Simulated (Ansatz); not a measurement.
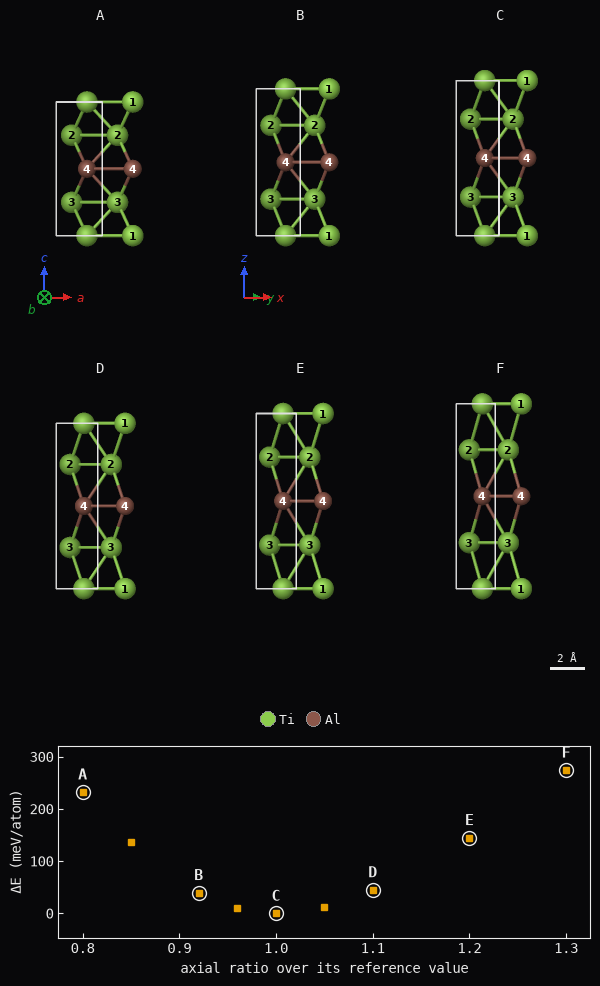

A crystal of Ti$_{3}$Al (P-6m2): the ratio of the cell's length along z to its lengths across, counted as 1 for the reference, is changed at fixed volume (a c/a path), with the atoms kept at their fractional coordinates. x, y and z are the Cartesian axes of the input. The lettered frames are marked on the plot. A ball-and-stick model of the cell of the calculation, repeated 1 × 1 × 1 with one cell outlined, repeated 2 × 2 × 1 with one cell outlined, seen along the b axis.

Method: DFT PBEsol, scalar-relativistic, plane waves, PAW (Ansatz 0.2.0). Set-up: plane-wave cutoff 420 eV; k-point mesh 24 × 24 × 6; occupations gaussian; smearing width 0.15 eV; no spin polarisation. Energies (free energies at the smearing named) are counted from the relaxed crystal.

What does the scan show?

Answer. Of the computed points the lowest is at the relative ratio 1.00, 0.0 meV/atom. At the ends of the scan the energy is 232.4 meV/atom (0.80) and 274.3 meV/atom (1.30). The distortion keeps the space group P-6m2. At the relative ratio 1.30 the cell of the drawing goes a 2.896 → 2.653 Å, b 2.896 → 2.653 Å, c 9.139 → 10.886 Å.
